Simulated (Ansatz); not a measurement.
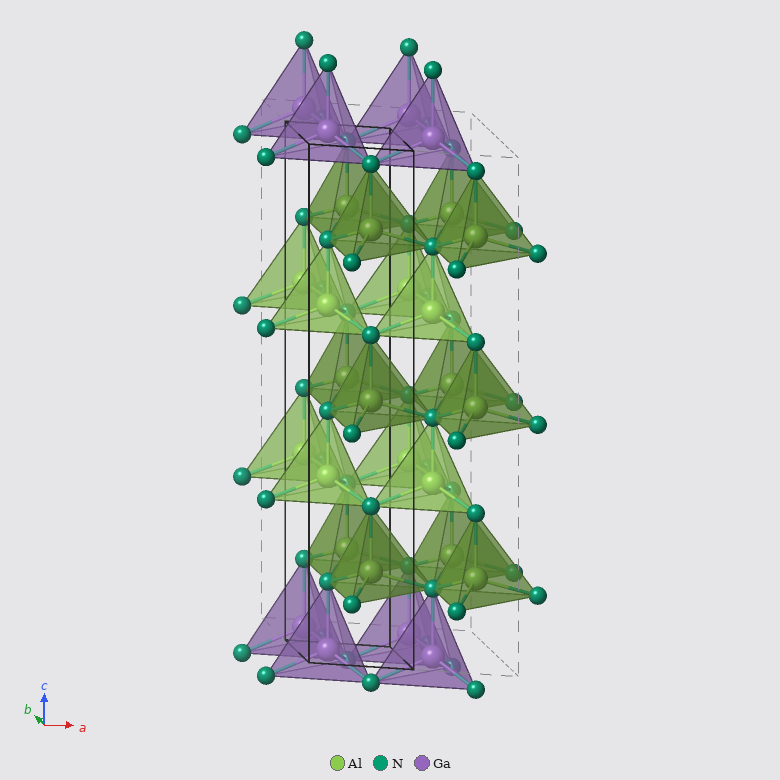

Polyhedra are drawn about Al and Ga (bonds: Al–N below 2.2 Å and Ga–N below 2.2 Å); other atoms are plain spheres.

Al5GaN6 (space group P3m1, No. 156): the geometry relaxed with DFT PBE, scalar-relativistic, plane waves, PAW (Ansatz).

> What figure surrounds each Al or Ga atom, and what does it share with the other drawn polyhedra?

Al: AlN4 tetrahedron, sharing corners with twelve neighbours; Ga: GaN4 tetrahedron, sharing corners with twelve neighbours.

> How do these polyhedra hang together as a whole?

They form a three-dimensional framework of corner-sharing tetrahedra.
